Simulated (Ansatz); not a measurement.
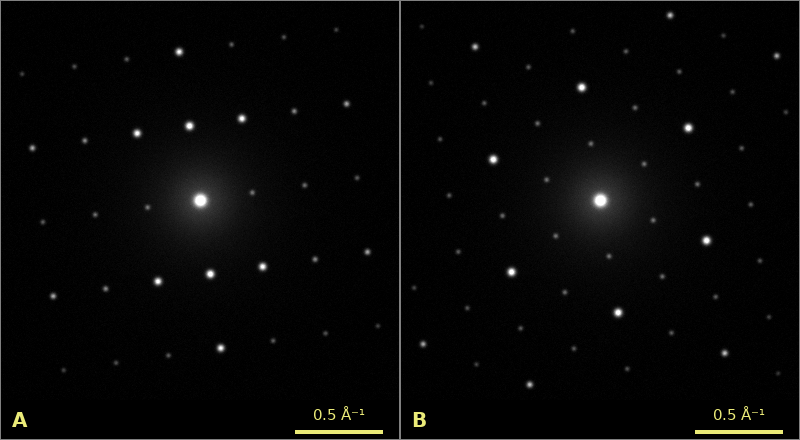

Kinematic electron diffraction patterns (200 kV, B = 0.5 Å², same scale, each along a low-index zone) of two structures of composition CoSi3, each relaxed at zero pressure with Ansatz 0.2.0, DFT PBE, scalar-relativistic, plane waves, PAW. The runs are not spin-polarised.

The structures (standard cells):
1. Pm-3m (No. 221), a = 4.313 Å, 4 atoms; generated start, possibly hypothetical
2. Pm-3n (No. 223), a = 4.651 Å, 8 atoms; generated start, possibly hypothetical

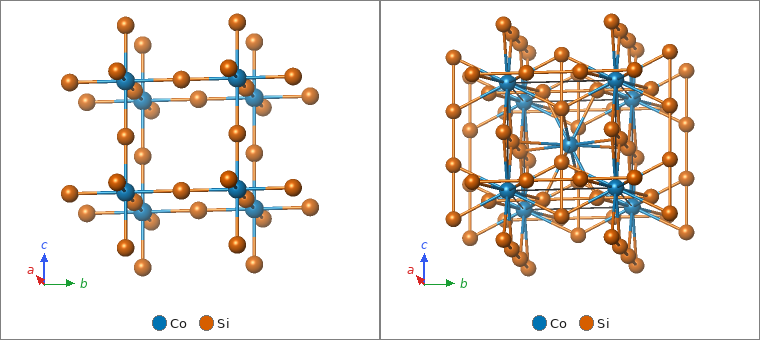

Drawings of the structures 1 to 2, from left to right (each may span several cells).

### Which pattern belongs to which structure, and along which zone?

A is structure 2 along [110] or an equivalent direction: rectangular net of 1 -1 0 at d = 3.29 Å and 0 0 2 at d = 2.33 Å, 90.0° apart (some points of this net are extinct or too weak to see). B is structure 1 along [111] or an equivalent direction: hexagonal net of -1 1 0 at d = 3.05 Å and -1 0 1 at d = 3.05 Å, 60.0° apart.

### Rank the structures by their computed energy.

Structure 2 (Pm-3n, 12.58 Å³ an atom) is the lowest of these; structure 1 (Pm-3m, 20.06 Å³ an atom) lies about 280 meV an atom higher. These are static energies at 0 K; other structures, not shown, may lie lower still.
